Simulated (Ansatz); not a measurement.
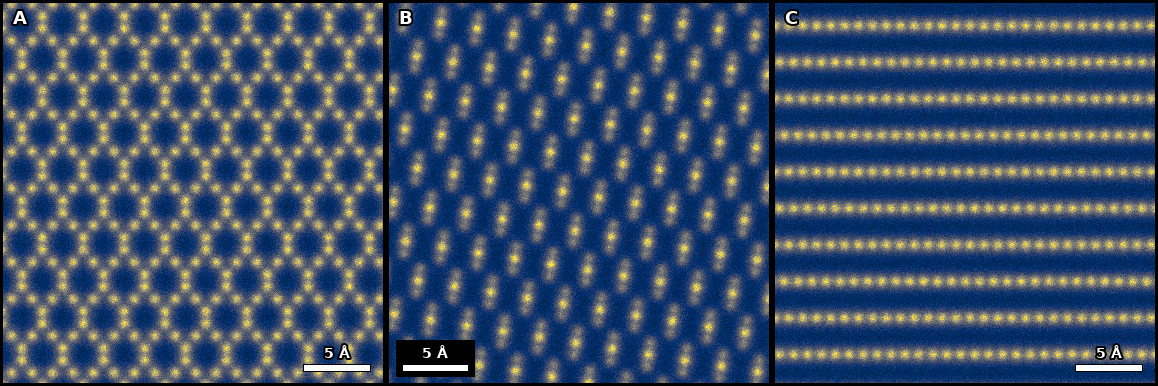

Three views of Sb (P6_3/mmc, No. 194) along different zone axes. Simulated as the projected potential of neutral atoms (B = 0.5 Å²) blurred by a 0.50 Å probe, the thin-sample limit of integrated differential phase contrast. Shot noise was added. Model: the geometry relaxed with DFT, r2SCAN, plane waves (500 eV) with PAW, scalar-relativistic (Ansatz); the starting structure was generated, so it need not be a known form of this composition.

Space group P6_3/mmc (No. 194). a = 3.317 Å, b = 3.317 Å, c = 11.383 Å, α = 90.00°, β = 90.00°, γ = 120.00°
```
atom  site  symmetry       x       y       z
  Sb    2a      -3m.  0.0000  0.0000  0.0000
  Sb    2c      -6m2  0.3333  0.6667  0.2500
```

**Match the panels to the zone axes [101], [201] and [310].**

A is [101]: projected cell 3.18 × 3.28 Å, 119°, plane group c2mm. B is [201]: projected cell 2.87 × 3.21 Å, 117°, plane group c2mm. C is [310]: projected cell 1.09 × 11.38 Å, 90°, plane group p2mg.
